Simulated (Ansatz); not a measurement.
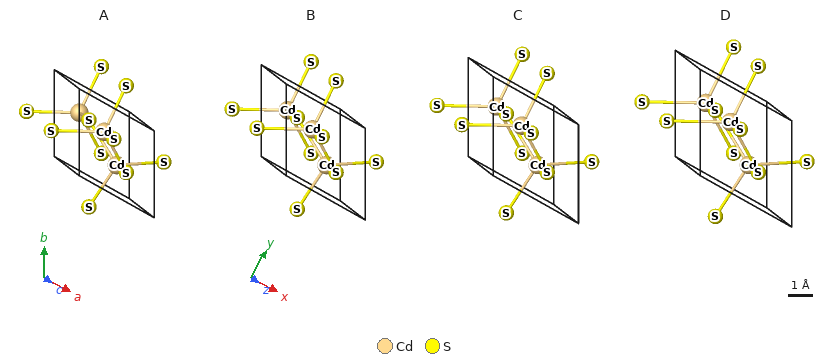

Frames of a one-coordinate scan of a crystal of CdS (P6_3mc). x, y and z are the Cartesian axes of the input. A ball-and-stick model of the cell of the calculation, seen along the c axis, with a slight tilt.

All numbers below come from DFT r2SCAN, scalar-relativistic, plane waves, PAW in Ansatz. Set-up: plane-wave cutoff 500 eV; k-point mesh 12 × 12 × 4; occupations gaussian; smearing width 0.05 eV; no spin polarisation. Energies (free energies at the smearing named) are counted from the cell as listed in its source, which wasn't relaxed.

Q: Which coordinate changes from frame to frame?

A: The cell is strained equally along x and y, with the atoms kept at their fractional coordinates. In the frames the strain is −0.10 (A), −0.05 (B), 0.025 (C), 0.10 (D). Their energies are 452 meV/atom, 112 meV/atom, 1 meV/atom, 143 meV/atom.
